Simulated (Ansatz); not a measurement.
Ti (slab)

Input file:

```
crystal:
  lattice:
    - [2.8192036113, 0.0, 0.0]
    - [-0.9397345371, 2.6579706548, 0.0]
    - [0.0, 0.0, 19.8263798066]
  atoms:
    - { symbol: Ti, position: [0.5, 0.5, 0.2017514059] }
    - { symbol: Ti, position: [0.0, 0.0, 0.3111715142] }
    - { symbol: Ti, position: [0.5, 0.5, 0.419964708] }
basis:
  ecutwfc: 420
kpoints:
  mp_grid: { grid: [10, 10, 1] }
hamiltonian:
  xc: pbe
  pseudopotentials: { kind: paw, azcp: { folder: soft_1 } }
scf:
  occupations: { method: gaussian, width: 0.1 }
output:
  forces: true
  eigenvalues: true
  write_density: true
  write_potential: true
  elf: true
  volumetric_format: npy
efield:
  axis: 3
  dipole_correction: true
  ramp_width: 0.04
```

Launched as:

```sh
ansatz run input.yaml --threads 1 --pin off --max-ram 3072MiB --backend cpu --events-out ev --progress --plain --runs-dir out
```

Computed without spin polarisation; PAW files of the earlier set (soft_1).

The calculation used Ansatz 0.2.0, DFT PBE, scalar-relativistic, plane waves, PAW.

Q: Predict the valence pseudo-density and electron localisation function between the atoms.

A: Ti–Ti (2.82 Å): ρ is about 0.19 e/Å³ halfway; the ELF is about 0.20 at the midpoint (no shared electron pair shows on this line).

Q: Does the calculation make it a metal, or give it a gap?

A: It is metallic or semimetallic at this level of theory: no gap opens.

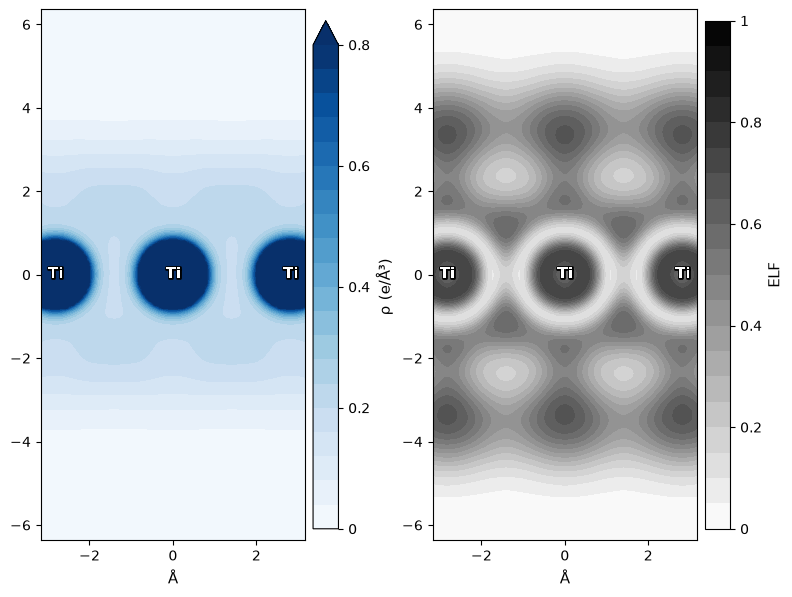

Computed valence pseudo-density and electron localisation function on the (010) plane of the calculation cell, a cut from vacuum to vacuum, in this order. 

The density is the valence pseudo-density of a PAW calculation; it isn't the true density close to the nuclei.
